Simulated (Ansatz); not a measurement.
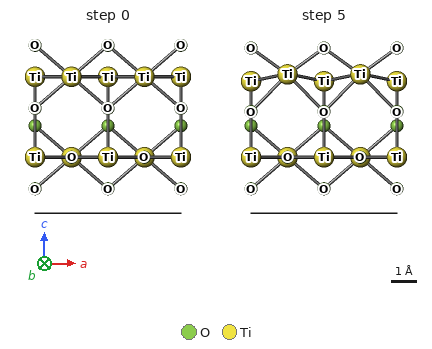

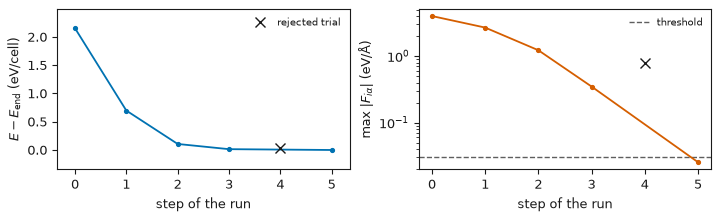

First and last geometry of a constrained relaxation of a slab of composition TiO₂ (cut from the P4_2/mnm phase), with the history of the run. A ball-and-stick model of the cell of the calculation, outlined in the plane, without the vacuum (origin shifted), seen along the b axis.

Case: clean slab, lower planes held. The slab is the (1 1 0) face of TiO2. 12 atoms are held fixed.

The calculation used Ansatz 0.2.0, DFT PBE+D3(BJ), scalar-relativistic, plane waves, PAW. Settings: plane-wave cutoff 420 eV; k-point mesh 3 × 3 × 1; occupations gaussian; smearing width 0.05 eV; no spin polarisation; dipole correction; atoms relaxed in a fixed cell; force threshold 0.03 eV/Å; at most 70 steps.

Read the history and describe the run.

Answer. It converged. Over 4 accepted moves (5 points after the start) the energy falls by 2.154 eV per cell of the calculation. The largest force component goes from 4 to 0.025 eV/Å. The line search rejected the trial step at point 4 of the run. The largest moves, 0.18 Å, are those of Ti atoms. Largest moves by element: Ti 0.18 Å, O 0.14 Å. The lattice vectors keep their values. Some distances before and after: O–Ti 1.984 → 1.802 Å, O–Ti 1.951 → 2.109 Å, O–Ti 1.984 → 1.851 Å, O–Ti 1.951 → 1.824 Å. Bond angles that change, for instance: O–Ti–O 180.0° → 161.8°, O–Ti–O 98.4° → 108.2°, Ti–O–Ti 98.4° → 108.2°. Cost: 48 s on 8 threads of Arm Neoverse V2, on a shared host, peak memory 1.9 GiB.
